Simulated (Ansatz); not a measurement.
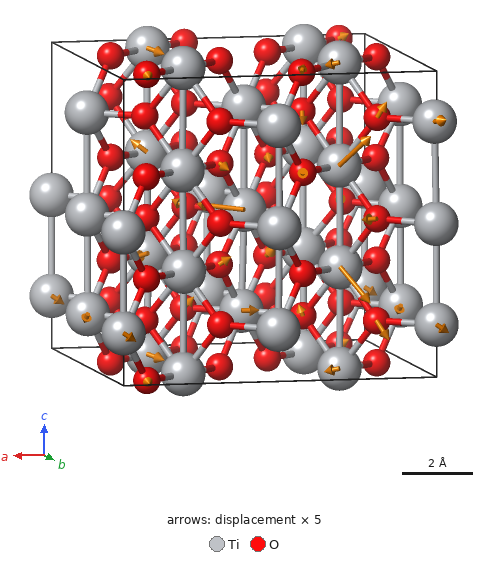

This is a relaxation of a defect cell of composition Ti$_{24}$O$_{47}$ (cell charge −1). The starting structure is drawn; orange arrows show the displacements, 5 times their true length.

Style: ball-and-stick. Shown: the cell of the calculation (origin shifted), from a free direction.

Theory: DFT, PBEsol, PAW, plane waves (Ansatz). Settings: plane-wave cutoff 420 eV; k-point mesh 1 × 1 × 1; mesh shifted by (0.25, 0.25, 0.25); collinear spin; atoms relaxed in a fixed cell; force threshold 0.03 eV/Å; at most 80 steps.

What did the optimiser do to the structure, and how much energy did it gain?

After 9 geometry steps the energy has fallen by 1.697 eV per cell of the calculation. The largest force component goes from 1.6 to 0.024 eV/Å. The largest move is that of a Ti atom, 0.33 Å along [1 −1 0]. By element the largest moves are Ti 0.33 Å, O 0.14 Å. The cell stays as it was. Near-neighbour distances that change, for instance: Ti–Ti 2.933 → 3.314 Å, O–Ti 2.003 → 1.767 Å, Ti–Ti 2.962 → 2.771 Å, O–Ti 1.951 → 1.770 Å. Among the angles between lasting bonds that change: Ti–O–Ti 98.3° → 121.0°, O–Ti–O 179.4° → 158.8°, O–Ti–O 178.3° → 158.8°.

Limits of the set-up: the cell is charged, on a uniform background, and energies carry no finite-size correction.
